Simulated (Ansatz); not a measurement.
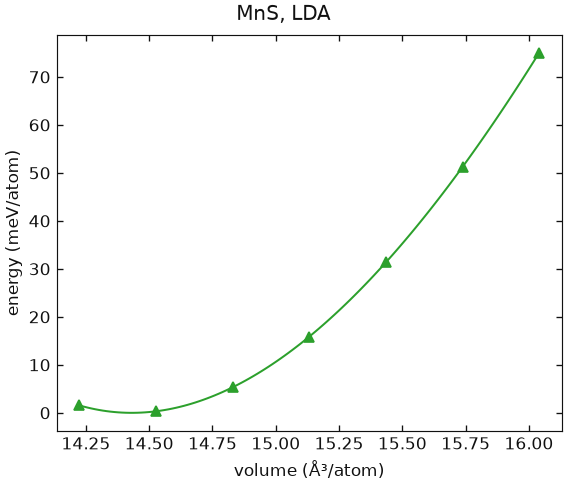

The plot gives the computed energy against volume for MnS, space group F-43m (No. 216).

The given structure:
```
Mn S
1.0
     0.00000    2.47346    2.47346
     2.47346    0.00000    2.47346
     2.47346    2.47346    0.00000
Mn S
1 1
Direct
  0.00000 0.00000 0.00000
  0.75000 0.75000 0.75000
```

Calculation (Ansatz 0.2.0): all-electron LAPW DFT, collinear spins; energies at scaled volumes of the given cell, shape and fractions fixed, counted from the fit's minimum, third-order Birch-Murnaghan fit. Level: LDA, collinear spin.

- k mesh: 9×9×9
- occupations: Fermi–Dirac
- smearing width: 0.05 eV
- potentials: all electron LAPW, scalar relativistic
- program settings: basis error eV/atom 0.001

From this curve and the settings, what does the calculation give for the pressure and cell moment at the same points?

The pressure falls from 2.44 GPa at volume 14.22 Å³/atom to −13.54 GPa at 16.04 Å³/atom, and changes sign near 14.44 Å³/atom. The cell moment rises from 0.00 μB at volume 14.22 Å³/atom to 0.25 μB at 16.04 Å³/atom.

```csv
volume (Å³/atom),pressure (GPa),cell moment (μB)
14.22,2.44,0.00
14.53,-1.06,0.00
14.83,-4.17,0.08
15.13,-6.93,0.14
15.44,-9.40,0.19
15.74,-11.59,0.22
16.04,-13.54,0.25
```

Limits of the calculation: the program warns: seeded moment not kept.
